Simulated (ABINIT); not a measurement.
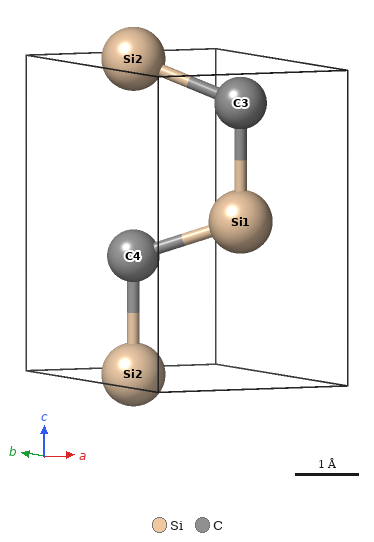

Fig. 1: The structure (ball-and-stick view of the cell of the calculation, seen at an oblique angle; atoms are numbered from 1 in the order of the input).

# Dielectric calculation of SiC (part 1 of 3)

- system: SiC (P6₃mc, 4 atoms in the cell)
- method: Kohn-Sham DFT of a periodic cell, PBE, JTH PAW PBE v2.0, no spin polarisation (ABINIT 10.8.3)

The structure derives from an entry of the Crystallography Open Database.

Output
```
.Version 10.8.3 of ABINIT
 DATASET    1 : space group P6_3 m c (#186); Bravais hP (primitive hexag.)
================================================================================
 Values of the parameters that define the memory need for DATASET  1.
     intxc =       0    ionmov =       0      iscf =      17    lmnmax =       8
     lnmax =       4     mgfft =      40  mpssoang =       2    mqgrid =    3001
     natom =       4  nloc_mem =       2    nspden =       1   nspinor =       1
    nsppol =       1      nsym =      12    n1xccc =       1    ntypat =       2
    occopt =       1   xclevel =       2
       mpw =        1128          nfft =       23040          nkpt =          20
 PAW method is used; the additional fine FFT grid is defined by:
   mgfftf=        54    nfftf =     69984
================================================================================
================================================================================

 DATASET    2 : space group P6_3 m c (#186); Bravais hP (primitive hexag.)
================================================================================
 Values of the parameters that define the memory need for DATASET  2 (RF).
     intxc =       0      iscf =      -3    lmnmax =       8     lnmax =       4
     mgfft =      40  mpssoang =       2    mqgrid =    3001     natom =       4
  nloc_mem =       2    nspden =       1   nspinor =       1    nsppol =       1
      nsym =      12    n1xccc =       1    ntypat =       2    occopt =       1
   xclevel =       2
      nfft =       23040          nkpt =         128
================================================================================
================================================================================

 DATASET    3 : space group P6_3 m c (#186); Bravais hP (primitive hexag.)
================================================================================
 Values of the parameters that define the memory need for DATASET  3 (RF).
     intxc =       0      iscf =       7    lmnmax =       8     lnmax =       4
     mgfft =      40  mpssoang =       2    mqgrid =    3001     natom =       4
  nloc_mem =       2    nspden =       1   nspinor =       1    nsppol =       1
      nsym =      12    n1xccc =       1    ntypat =       2    occopt =       1
   xclevel =       2
      nfft =       23040          nkpt =         128
================================================================================
================================================================================

--------------------------------------------------------------------------------
------------- Echo of variables that govern the present computation ------------
--------------------------------------------------------------------------------
 -outvars: echo values of preprocessed input variables --------
            acell      1.0000000000E+00  1.0000000000E+00  1.0000000000E+00 Bohr
              amu      2.80855000E+01  1.20110000E+01
          chkprim           0
      chksymtnons           0
           diemac      6.00000000E+00
             ecut      1.90000000E+01 Hartree
           ecutsm      5.00000000E-01 Hartree
           getddk1          0
           getddk2          0
           getddk3          2
           getwfk1          0
           getwfk2          1
           getwfk3          1
             iscf1         17
             iscf2         -3
             iscf3          7
              ixc          11
           jdtset        1    2    3
                       outvar_i_n : Printing only first  50 k-points.
           kptopt1          1
           kptopt2          2
           kptopt3          2
         kptrlatt        8    0    0      0    8    0      0    0    4
          kptrlen      3.83252736E+01
            natom           4
            nband1          8
            nband2          8
            nband3          8
           ndtset           3
            ngfft          24      24      40
          ngfftdg          36      36      54
             nkpt1         20
             nkpt2        128
             nkpt3        128
             nqpt1          0
             nqpt2          1
             nqpt3          1
            nstep          80
             nsym          12
           ntypat           2
        optdriver1          0
        optdriver2          1
        optdriver3          1
        pawecutdg      3.80000000E+01 Hartree
         pawxcdev           0
           prtden           0
        prtebands           0
           prteig           0
            prtwf1          1
            prtwf2          1
            prtwf3          0
           rfelfd1          0
           rfelfd2          2
           rfelfd3          3
            rprim      5.8381841968E+00  0.0000000000E+00  0.0000000000E+00
                      -2.9190921078E+00  5.0560158391E+00  0.0000000000E+00
                       0.0000000000E+00  0.0000000000E+00  9.5813184044E+00
           shiftk      0.00000000E+00  0.00000000E+00  5.00000000E-01
          spgroup         186
           tolsym      1.00000000E-06
           tolvrs1     1.00000000E-11
           tolvrs2     0.00000000E+00
           tolvrs3     1.00000000E-08
           tolwfr1     1.00000000E-15
           tolwfr2     1.00000000E-18
           tolwfr3     0.00000000E+00
            typat      1  1  2  2
           useylm           1
                       outvars : Printing only first  50 k-points.
           xangst      1.5447170123E+00  8.9184278607E-01  2.5584022200E+00
                      -3.3161771408E-09  1.7836855721E+00  2.3294546686E-02
                       1.5447170123E+00  8.9184278607E-01  4.4638460350E+00
                      -3.3161771408E-09  1.7836855721E+00  1.9287383617E+00
            xcart      2.9190920953E+00  1.6853386130E+00  4.8346795157E+00
                      -6.2666665811E-09  3.3706772261E+00  4.4020313464E-02
                       2.9190920953E+00  1.6853386130E+00  8.4354464744E+00
                      -6.2666665811E-09  3.3706772261E+00  3.6447872722E+00
             xred      6.6666666667E-01  3.3333333333E-01  5.0459439000E-01
                       3.3333333333E-01  6.6666666667E-01  4.5943900000E-03
                       6.6666666667E-01  3.3333333333E-01  8.8040561000E-01
                       3.3333333333E-01  6.6666666667E-01  3.8040561000E-01
            znucl       14.00000    6.00000

================================================================================

 chkinp: Checking input parameters for consistency, jdtset=   1.

 chkinp: Checking input parameters for consistency, jdtset=   2.

 chkinp: Checking input parameters for consistency, jdtset=   3.

================================================================================
== DATASET  1 ==================================================================

--- !DatasetInfo
iteration_state: {dtset: 1, }
dimensions: {natom: 4, nkpt: 20, mband: 8, nsppol: 1, nspinor: 1, nspden: 1, mpw: 1128, }
cutoff_energies: {ecut:  19.0, pawecutdg:  38.0, }
electrons: {nelect:   1.60000000E+01, charge:   0.00000000E+00, occopt:   1.00000000E+00, tsmear:   1.00000000E-02, }
meta: {optdriver: 0, ionmov: 0, optcell: 0, iscf: 17, paral_kgb: 0, }
...

 Exchange-correlation functional for the present dataset will be:
  GGA: Perdew-Burke-Ernzerhof functional - ixc=11
  J.P.Perdew, K.Burke, M.Ernzerhof, PRL 77, 3865 (1996)

 Real(R)+Recip(G) space primitive vectors, cartesian coordinates (Bohr,Bohr^-1):
 R(1)=  5.8381842  0.0000000  0.0000000  G(1)=  0.1712861  0.0988921  0.0000000
 R(2)= -2.9190921  5.0560158  0.0000000  G(2)=  0.0000000  0.1977842  0.0000000
 R(3)=  0.0000000  0.0000000  9.5813184  G(3)=  0.0000000  0.0000000  0.1043698
 Unit cell volume ucvol=  2.8282089E+02 bohr^3
 Angles (23,13,12)=  9.00000000E+01  9.00000000E+01  1.20000000E+02 degrees

 Coarse grid specifications (used for wave-functions):

 getcut: wavevector=  0.0000  0.0000  0.0000  ngfft=  24  24  40
         ecut(hartree)=     19.000   => boxcut(ratio)=   2.09504

 Fine grid specifications (used for densities):

 getcut: wavevector=  0.0000  0.0000  0.0000  ngfft=  36  36  54
         ecut(hartree)=     38.000   => boxcut(ratio)=   2.03101

--- Pseudopotential description ------------------------------------------------
- pspini: atom type   1  psp file is ./Si.GGA_PBE-JTH.xml
 Pseudopotential format is: paw10
 basis_size (lnmax)=  4 (lmn_size=  8), orbitals=   0   0   1   1
 Spheres core radius: rc_sph= 1.90944987
 Shapefunction is BESSEL type: shapef(r,l)=aa(1,l)*jl(q(1,l)*r)+aa(2,l)*jl(q(2,l)*r)
 Radius for shape functions =  1.60149249
 Compensation charge density is not taken into account in XC energy/potential

- pspini: atom type   2  psp file is ./C.GGA_PBE-JTH.xml
 Pseudopotential format is: paw10
 basis_size (lnmax)=  4 (lmn_size=  8), orbitals=   0   0   1   1
 Spheres core radius: rc_sph= 1.50736703
 Shapefunction is SIN type: shapef(r)=[sin(pi*r/rshp)/(pi*r/rshp)]**2
 Radius for shape functions =  1.30052589
 Compensation charge density is not taken into account in XC energy/potential

   2.91409616E+02                                ecore*ucvol(ha*bohr**3)
--------------------------------------------------------------------------------

================================================================================

--- !BeginCycle
iteration_state: {dtset: 1, }
solver: {iscf: 17, nstep: 80, nline: 4, wfoptalg: 10, }
tolerances: {tolwfr: 1.00E-15, tolvrs: 1.00E-11, }
...

     iter   Etot(hartree)      deltaE(h)  residm     nres2
 ETOT  1  -19.602490243062    -1.960E+01 1.591E-02 3.526E+01
 ETOT  2  -19.507413182139     9.508E-02 5.842E-04 5.013E+00
 ETOT  3  -19.497090613711     1.032E-02 1.362E-04 5.332E-01
 ETOT  4  -19.497190772161    -1.002E-04 5.711E-05 9.361E-03
 ETOT  5  -19.497220111851    -2.934E-05 6.975E-06 1.437E-03
 ETOT  6  -19.497236208538    -1.610E-05 1.011E-06 2.277E-04
 ETOT  7  -19.497239874079    -3.666E-06 6.244E-07 4.377E-06
 ETOT  8  -19.497240812652    -9.386E-07 1.140E-07 4.753E-06
 ETOT  9  -19.497241089124    -2.765E-07 4.977E-08 3.861E-06
 ETOT 10  -19.497241164607    -7.548E-08 1.186E-08 2.647E-08
 ETOT 11  -19.497241192284    -2.768E-08 6.115E-09 1.483E-07
 ETOT 12  -19.497241200314    -8.030E-09 1.241E-09 3.161E-09
 ETOT 13  -19.497241202919    -2.605E-09 8.671E-10 2.601E-08
 ETOT 14  -19.497241203688    -7.692E-10 1.684E-10 1.917E-09
 ETOT 15  -19.497241203936    -2.484E-10 1.223E-10 1.282E-09
 ETOT 16  -19.497241204016    -7.905E-11 2.326E-11 7.949E-11
 ETOT 17  -19.497241204042    -2.596E-11 1.717E-11 1.229E-10
 ETOT 18  -19.497241204050    -8.313E-12 3.207E-12 4.292E-13
 ETOT 19  -19.497241204053    -2.839E-12 2.432E-12 2.802E-12
 ETOT 20  -19.497241204054    -1.005E-12 4.461E-13 1.254E-13
 ETOT 21  -19.497241204054    -3.730E-13 3.395E-13 3.829E-14
 ETOT 22  -19.497241204054     3.908E-14 6.163E-14 2.599E-14
 ETOT 23  -19.497241204054    -9.237E-14 4.744E-14 5.781E-14
 ETOT 24  -19.497241204054    -1.990E-13 8.656E-15 9.686E-14
 ETOT 25  -19.497241204054    -1.421E-14 6.697E-15 8.601E-14
 ETOT 26  -19.497241204054     4.619E-14 1.232E-15 1.062E-13
 ETOT 27  -19.497241204054    -2.487E-14 3.392E-15 1.551E-12
 ETOT 28  -19.497241204054     1.776E-13 9.986E-16 8.846E-14

 At SCF step   28  max residual=  9.99E-16 < tolwfr=  1.00E-15 AND nres2   =  8.85E-14 < tolvrs=  1.00E-11 =>converged.

 Cartesian components of stress tensor (hartree/bohr^3)
  sigma(1 1)=  1.44890863E-07  sigma(3 2)=  0.00000000E+00
  sigma(2 2)=  1.44872562E-07  sigma(3 1)=  0.00000000E+00
  sigma(3 3)= -1.15665587E-08  sigma(2 1)=  6.77356955E-12

--- !ResultsGS
iteration_state: {dtset: 1, }
comment   : Summary of ground state results
lattice_vectors:
- [  5.8381842,   0.0000000,   0.0000000, ]
- [ -2.9190921,   5.0560158,   0.0000000, ]
- [  0.0000000,   0.0000000,   9.5813184, ]
lattice_lengths: [   5.83818,    5.83818,    9.58132, ]
lattice_angles: [ 90.000,  90.000, 120.000, ] # degrees, (23, 13, 12)
lattice_volume:   2.8282089E+02
convergence: {deltae:  1.776E-13, res2:  8.846E-14, residm:  9.986E-16, diffor: null, }
etotal    :  -1.94972412E+01
entropy   :   0.00000000E+00
fermie    :   2.83030074E-01
cartesian_stress_tensor: # hartree/bohr^3
- [  1.44890863E-07,   6.77356955E-12,   0.00000000E+00, ]
- [  6.77356955E-12,   1.44872562E-07,   0.00000000E+00, ]
- [  0.00000000E+00,   0.00000000E+00,  -1.15665587E-08, ]
pressure_GPa:  -2.7283E-03
xred      :
- [  6.6667E-01,   3.3333E-01,   5.0459E-01, Si]
- [  3.3333E-01,   6.6667E-01,   4.5944E-03, Si]
- [  6.6667E-01,   3.3333E-01,   8.8041E-01,  C]
- [  3.3333E-01,   6.6667E-01,   3.8041E-01,  C]
cartesian_forces: # hartree/bohr
- [ -5.90352371E-27,  -3.06756090E-26,  -1.76997315E-04, ]
- [ -5.90352371E-27,  -3.40840101E-27,  -1.76997315E-04, ]
- [ -2.95176186E-26,   5.11260149E-26,   1.76997315E-04, ]
- [  4.13246660E-26,  -1.70420049E-26,   1.76997315E-04, ]
force_length_stats: {min:   1.76997315E-04, max:   1.76997315E-04, mean:   1.76997315E-04, }
...

 Integrated electronic density in atomic spheres:
 ------------------------------------------------
 Atom  Sphere_radius  Integrated_density
    1        1.90945          1.64667744
    2        1.90945          1.64667744
    3        1.50737          2.54848153
    4        1.50737          2.54848153

================================================================================

 ----iterations are completed or convergence reached----

 Mean square residual over all n,k,spin=   60.435E-17; max=  99.858E-17
 reduced coordinates (array xred) for    4 atoms
       0.666666666667      0.333333333333      0.504594390000
       0.333333333333      0.666666666667      0.004594390000
       0.666666666667      0.333333333333      0.880405610000
       0.333333333333      0.666666666667      0.380405610000
 rms dE/dt=  1.0727E-03; max dE/dt=  9.3702E-04; dE/dt below (all hartree)
    1       0.000000000000      0.000000000000      0.000937023471
    2       0.000000000000     -0.000000000000      0.000937023471
    3       0.000000000000     -0.000000000000     -0.002454711794
    4      -0.000000000000      0.000000000000     -0.002454711794

 cartesian coordinates (angstrom) at end:
    1      1.54471701229425     0.89184278606707     2.55840221997329
    2     -0.00000000331618     1.78368557213415     0.02329454668615
    3      1.54471701229425     0.89184278606707     4.46384603503209
    4     -0.00000000331618     1.78368557213415     1.92873836174495
```
